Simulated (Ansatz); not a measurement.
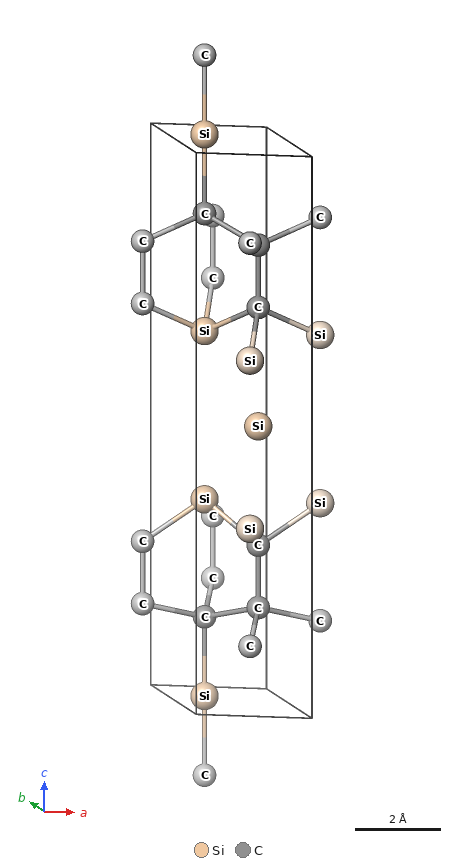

The figure gives a ball-and-stick picture of the atoms, viewed slightly off an axis. Lines trace the edges of the conventional unit cell. Bonds that leave the box are completed with the atoms at their other ends, in fainter colours. Cell: a = 2.77 Å, b = 2.77 Å, c = 13.91 Å, α = 90.00°, β = 90.00°, γ = 120.00°.

The cell started as a structure type filled with these elements by a generator (whether the compound takes this form wasn't checked). Earlier steps of the study, as a rule a relaxation of our own, may have changed the cell and positions, so they can lie some per cent off the listed ones. It was run through Ansatz as a DFT input.

Describe the arrangement of the atoms.

Answer. Chemical formula Si₂C₃. The lattice is primitive hexagonal and the space group P-6m2 (No. 187). The cell has 10 atoms, namely 4 Si, 6 C. Si takes three kinds of site: 1c with two C in a linear arrangement at about 2.0 Å; 2h with three C in a trigonal pyramidal arrangement at about 1.8 Å; 1f with no bonds drawn. C takes three kinds of site: 2h with three C and one Si in a distorted tetrahedral arrangement (about 1.7 Å to C, 2.0 Å to Si); 2i with four C in a distorted tetrahedral arrangement at about 1.5 to 1.7 Å; 2i with three Si and one C in a distorted tetrahedral arrangement (about 1.8 Å to Si, 1.5 Å to C). The bonds build SiC2 layers parallel to (001); some Si atoms stand without bonds in the drawing.

Results below were computed with DFT PBE, scalar-relativistic, plane waves, PAW in Ansatz 0.2.0; the settings were E_cut = 420 eV, k-points on an 18×18×4 grid, Gaussian smearing of 0.1 eV, no spin polarisation.

How large a gap does the method give, if there is one?

Answer. A metal: bands cross the Fermi level.

List the Bader charges.

Answer. Si -0.06 to +2.04 e; C -2.03 to +0.04 e.

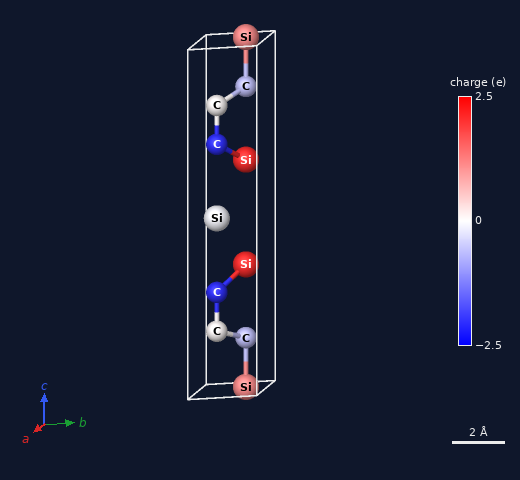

The atoms coloured by those charges. The run's cell of 10 atoms is drawn.

Is this an equilibrium geometry for the method given?

Answer. Yes. All forces vanish to within 0.01 eV/Å. The pressure is 0.0 GPa, close to zero.
